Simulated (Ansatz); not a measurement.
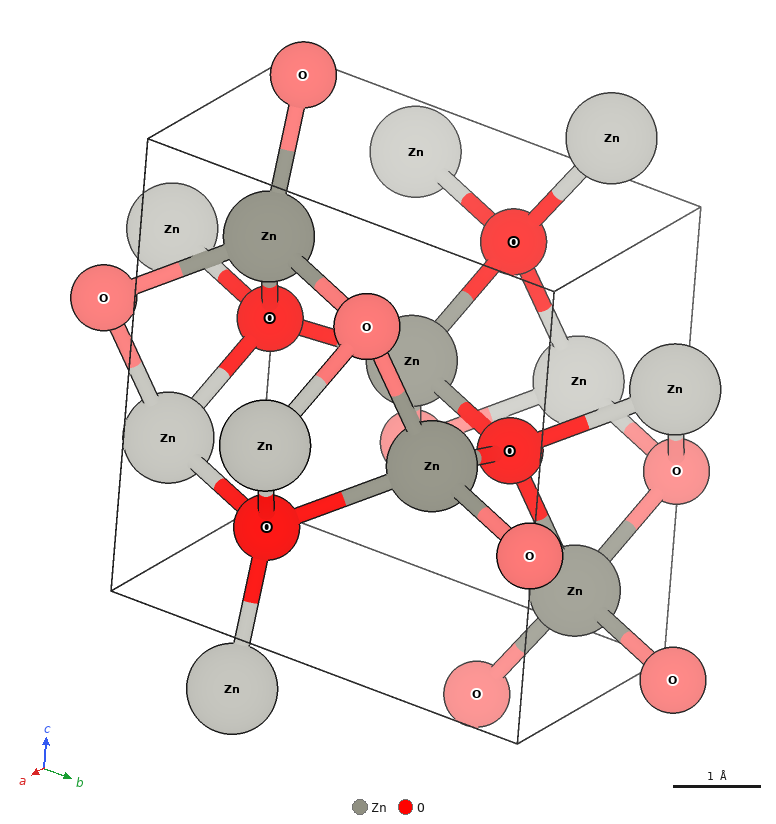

This ball-and-stick model is shown slightly off an axis. The simulation cell is outlined; an atom on or near a face, edge or corner is repeated at each equivalent position. Outside the box, the atoms bonded to those within are drawn, in fainter colours.

Input for the calculation:
```yaml
crystal:
  lattice:
    - [-3.2312779625, 3.2312779625, 2.6430734491]
    - [3.2312779625, -3.2312779625, 2.6430734491]
    - [3.2312779625, 3.2312779625, -2.6430734491]
  atoms:
    - { symbol: Zn, position: [0.4104443209, 0.9104443209, 0.198398611] }
    - { symbol: Zn, position: [0.7120457099, 0.2120457099, 0.801601389] }
    - { symbol: Zn, position: [0.9104443209, 0.7120457099, 0.5] }
    - { symbol: Zn, position: [0.2120457099, 0.4104443209, 0.5] }
    - { symbol: O, position: [0.2886884924, 0.0895826064, 0.5] }
    - { symbol: O, position: [0.5895826064, 0.7886884924, 0.5] }
    - { symbol: O, position: [0.7886884924, 0.2886884924, 0.199105886] }
    - { symbol: O, position: [0.0895826064, 0.5895826064, 0.800894114] }
basis:
  ecutwfc: 420
kpoints:
  mp_grid: { grid: [8, 8, 8] }
  band_path:
    path:
      - [[0.0, 0.0, 0.0], [0.0, 0.0, 0.5], [-0.5, 0.5, 0.5], [0.0, 0.0, 0.0], [0.41726683, 0.41726683, -0.41726683]]
      - [[-0.41726683, 0.58273317, 0.41726683], [-0.5, 0.5, 0.5]]
      - [[0.0, 0.0, 0.5], [0.25, 0.25, 0.25], [0.0, 0.5, 0.0], [0.0, 0.0, 0.0]]
    npoints: 14
hamiltonian:
  xc: pbe
scf:
  occupations: { method: gaussian, width: 0.02 }
  n_extra_bands: 20
output:
  forces: true
  stress: true
  eigenvalues: true
  populations: true
  dos: { projected: true, de: 0.02, nscf_kmesh: { grid: [12, 12, 12] } }
  bader: true
  write_density: true
  write_potential: true
  elf: true
  volumetric_format: npy
```
Run as:
```sh
ansatz run input.yaml --threads 1 --pin off --max-ram 2560MiB --backend cpu --events-out ev --progress --plain --runs-dir out
```

The calculation: Ansatz, DFT PBE, scalar-relativistic, plane waves, PAW, with a plane-wave cutoff of 420 eV, Brillouin-zone sampling on an 8×8×8 mesh, Gaussian smearing of 0.02 eV, no spin polarisation.

> List the Bader charges.

Zn +1.21 e; O -1.21 e. The transfer is large, as in an ionic solid.

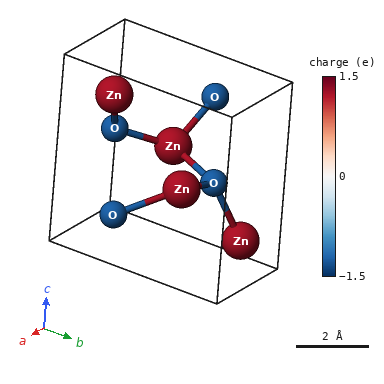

The atoms coloured by those charges.

Origin of the cell: a structure type filled with these elements by a generator (whether the compound takes this form wasn't checked). Earlier steps of the study may have refined or changed the cell and positions. It went into a calculation with Ansatz.
